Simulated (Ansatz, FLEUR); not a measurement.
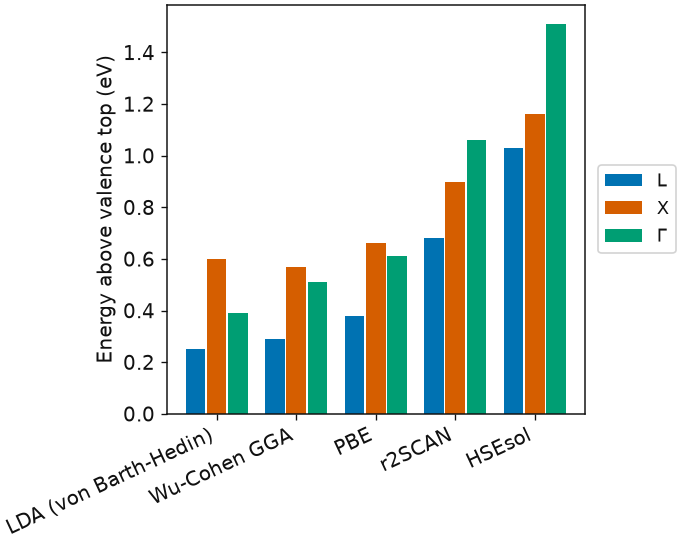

Lowest conduction level at each named k point, counted from the valence-band top at Γ, by several methods on one cell of diamond-type Ge, space group Fd-3m (No. 227), 2 atoms in the primitive cell, volume scaled by a factor 0.94; cubic a = 5.542 Å. All runs are without spin-orbit coupling and carry no moments. The cell is at 9 GPa in PBE.

| method | program | L (eV) | X (eV) | Γ (eV) |
| --- | --- | --- | --- | --- |
| LDA (von Barth-Hedin) | FLEUR | 0.25 | 0.60 | 0.39 |
| Wu-Cohen GGA | FLEUR | 0.29 | 0.57 | 0.51 |
| PBE | Ansatz | 0.38 | 0.66 | 0.61 |
| r2SCAN | Ansatz | 0.68 | 0.90 | 1.06 |
| HSEsol | Ansatz | 1.03 | 1.16 | 1.51 |

> Estimate the B3LYP values. It was run as: B3LYP, Ansatz PAW, 4×4×4 k mesh, 420 eV cutoff, Fermi-Dirac smearing of 0.05 eV (Ansatz).

Exact exchange opens the gap over the semilocal values shown, the highest of which is 0.68 eV (r2SCAN) at L. B3LYP gives 1.45 eV at L, 1.80 eV at X and 1.68 eV at Γ, which is +1.07 eV from PBE at L.

> Does B3LYP shift these levels rigidly from PBE?

The shifts are +1.07 eV at L, +1.14 eV at X and +1.07 eV at Γ, and at points that aren't plotted +1.32 eV (W): over the named points that both runs hold, a spread of 0.25 eV on a mean of 1.15 eV, so one shift describes them only roughly.

> How do the methods rank at L?

From low to high: LDA (von Barth-Hedin) 0.25, Wu-Cohen GGA 0.29, PBE 0.38, r2SCAN 0.68, HSEsol 1.03, B3LYP 1.45 eV. Too close to rank are Wu-Cohen GGA against PBE (different programs, potentials and cutoffs).

Settings. LDA (von Barth-Hedin): all-electron, 8×8×8 k mesh, Fermi-Dirac smearing of 0.05 eV (FLEUR). Wu-Cohen GGA: all-electron, 8×8×8 k mesh, Fermi-Dirac smearing of 0.05 eV (FLEUR MaX-R8.1 (later development tree)). PBE: Ansatz PAW, 8×8×8 k mesh, 420 eV cutoff, Fermi-Dirac smearing of 0.05 eV (Ansatz). r2SCAN: Ansatz PAW, 8×8×8 k mesh, 500 eV cutoff, Fermi-Dirac smearing of 0.05 eV (Ansatz). HSEsol: Ansatz PAW, 4×4×4 k mesh, 420 eV cutoff, Fermi-Dirac smearing of 0.05 eV (Ansatz).

These are six of the 36 methods that were run on this cell. The runs come from different programs and meshes, which adds differences of its own. Spin-orbit coupling is left out, which matters for Ge. LDA, GGA and most meta-GGA functionals understate gaps. r2SCAN, HSEsol and B3LYP: the PAW data sets were made with another functional. HSEsol and B3LYP: the k mesh is coarse, so the values aren't converged, least of all with exact exchange.
